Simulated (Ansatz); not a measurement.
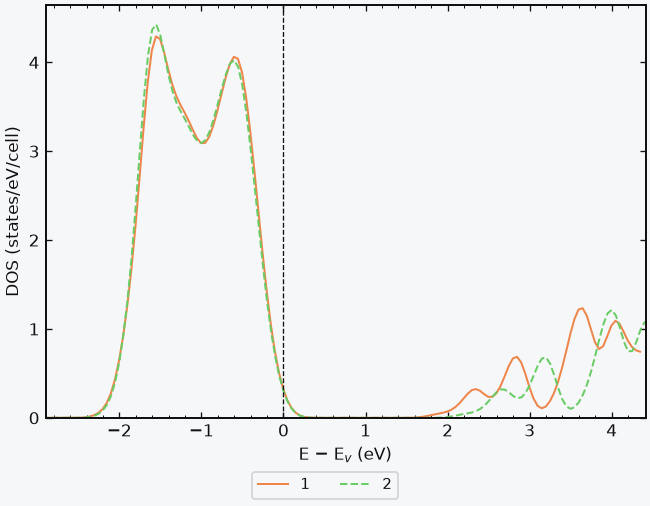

Total densities of states of BaO, space group Fm-3m (No. 225), 2 atoms in the cell, rocksalt type, hydrostatic strain −1.5%, by two methods on the same cell. The curves are built from the levels of the k mesh with Gaussians 0.3 eV wide, which also blur the band edges. Each is counted from its own valence-band top.

### Which curve is which? The methods: PBE, r2SCAN.

1 is PBE; 2 is r2SCAN. PBE gives a gap of 1.89 eV and r2SCAN gives a gap of 2.22 eV.

Settings. PBE: DFT, PBE, plane waves, PAW, no spin polarisation, 8×8×8 k mesh, 420 eV cutoff (Ansatz). r2SCAN: DFT, r2SCAN, plane waves, PAW, no spin polarisation, 8×8×8 k mesh, 500 eV cutoff (Ansatz).
